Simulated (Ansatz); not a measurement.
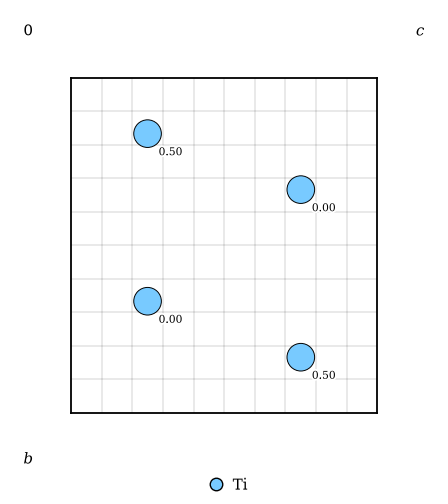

Plan of a unit cell projected along a (b down the page, c across); the numbers are heights as fractions of a, and atoms on the cell's edges are repeated. The grid marks tenths of b and c. Source: the end point of a relaxation with DFT, LDA (PW92), plane waves (420 eV) with PAW, scalar-relativistic (Ansatz); the starting structure was generated, so it need not be a known form of this composition. Geometry calculated from the standardised cell; symmetry tolerance 0.002 Å.

a = 2.863 Å, b = 4.963 Å, c = 4.538 Å, α = 90.00°, β = 90.00°, γ = 90.00°.

What does the cell contain?

4 Ti: Ti, Z = 4.

Give the fractional coordinates of all atoms, to two places.

```tsv
atom	x	y	z
Ti	0.00	0.33	0.75
Ti	0.50	0.17	0.25
Ti	0.50	0.83	0.75
Ti	0.00	0.67	0.25
```
